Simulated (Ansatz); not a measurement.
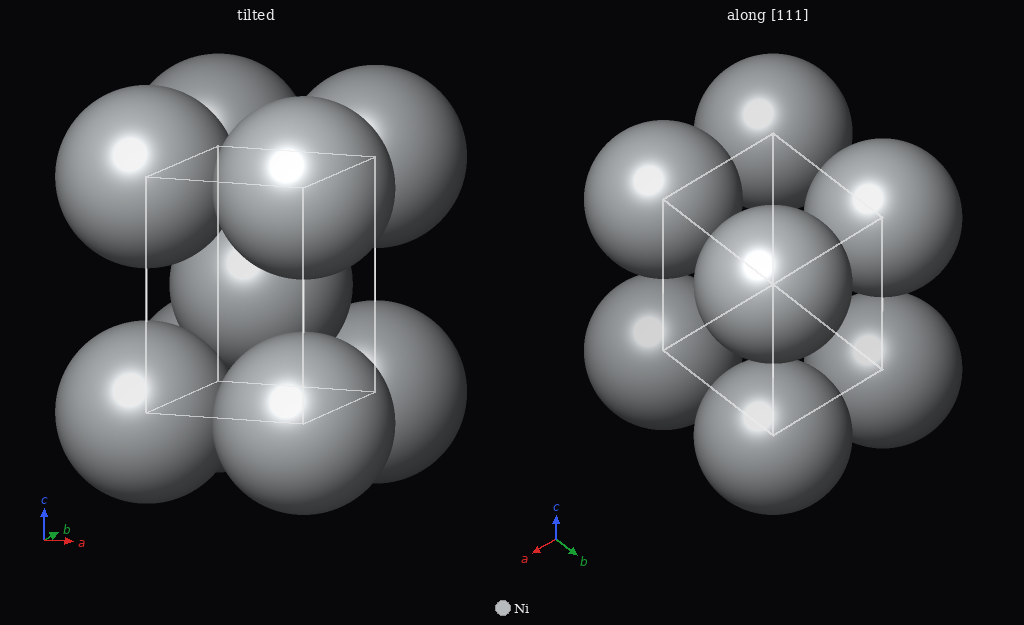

An orthographic space-filling view of the structure, slightly off an axis and along [111]. Atoms at the boundary of the conventional unit cell (the box) are drawn once for each face, edge or corner they touch.

The element is nickel. Space group Immm (No. 71), lattice body-centred orthorhombic. The cell holds two atoms.

Its origin is a structure listed in the Materials Project. It was relaxed with Ansatz 0.2.0, DFT LDA, scalar-relativistic, plane waves, PAW under a constraint or pressure on the cell, so some stress remains.

At this level of theory the cell isn't at rest (compressed, at 17 GPa), so its distances can differ from those at equilibrium, the more so the softer the solid.
